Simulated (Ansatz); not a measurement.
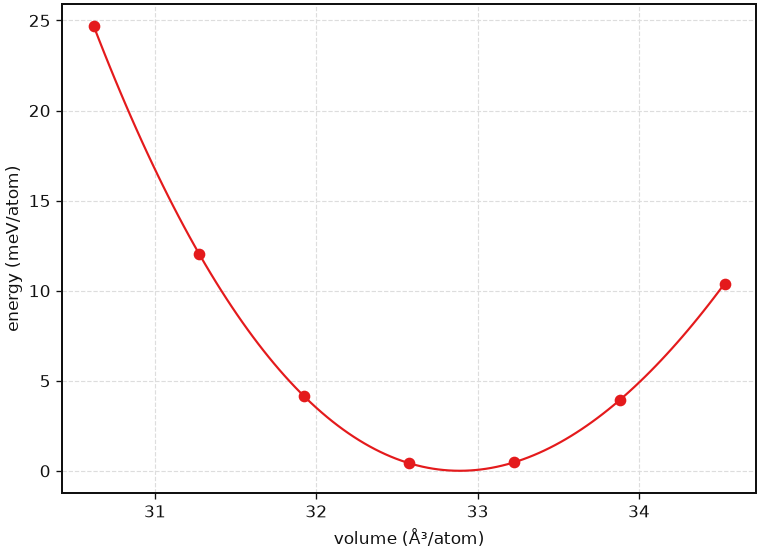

The plot gives the computed energy against volume for BaS, space group Fm-3m (No. 225).

The given structure:
```xyz
2
Lattice="0.0000 3.1938 3.1938 3.1938 0.0000 3.1938 3.1938 3.1938 0.0000" Properties=species:S:1:pos:R:3 pbc="T T T"
Ba    0.0000    0.0000    0.0000
S     3.1938    3.1938    3.1938
```

Method: plane-wave DFT, no spin polarisation; energies at scaled volumes of the given cell, shape and fractions fixed, counted from the fit's minimum, third-order Birch-Murnaghan fit (Ansatz 0.2.0). Level: PBE0.

k mesh 4×4×4; occupations Fermi–Dirac; smearing width 0.05 eV; potentials Ansatz PAW; wave cutoff 420 eV; density cutoff 1680 eV.

From this curve and the settings, what does the calculation give for the pressure at the same points?

The pressure falls from 3.72 GPa at volume 30.62 Å³/atom to −1.94 GPa at 34.53 Å³/atom, and changes sign near 32.89 Å³/atom.

```
volume (Å³/atom)  pressure (GPa)
           30.62            3.72
           31.27            2.51
           31.92            1.41
           32.58            0.43
           33.23           -0.45
           33.88           -1.23
           34.53           -1.94
```

Limits of the calculation: coarse k mesh.
